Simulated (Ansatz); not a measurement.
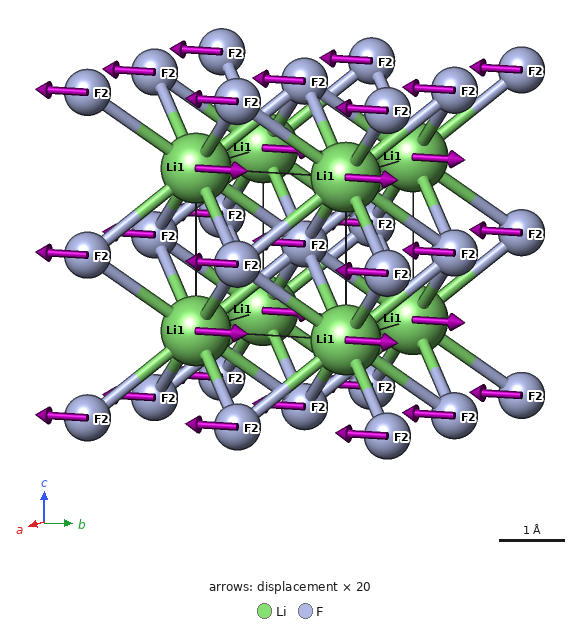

A symmetric starting cell of LiF. The purple arrows show how the atoms are displaced, magnified 20 times. Style: ball-and-stick. Shown: the cell of the calculation, from a free direction.

Level of theory: Ansatz 0.2.0, DFT PBE, scalar-relativistic, plane waves, PAW. Set-up: plane-wave cutoff 420 eV; k-point mesh 10 × 10 × 10; occupations gaussian; smearing width 0.02 eV; no spin polarisation.

**What was done to the structure, and with what result?**

Atoms are displaced by 0.05 Å: F2 0.05 Å along −b, Li1 0.05 Å along +b. No relaxation follows. The starting cell wasn't computed here and needn't be at equilibrium, so pressure and forces aren't due to the change alone. Near-neighbour distances before and after: F–Li 2.217 → 2.166 to 2.270 Å. The space group (tolerance 0.01 Å) goes from Pm-3m (No. 221) to P4mm (No. 99). The pressure is 0.2 GPa (not all of it need come from the change, since the unchanged cell can be under pressure at this level too). The principal stresses (compression positive) are 0.4 GPa along b and 0.1 GPa across it. The largest forces, 0.032 eV/Å, act on Li1 and F2.
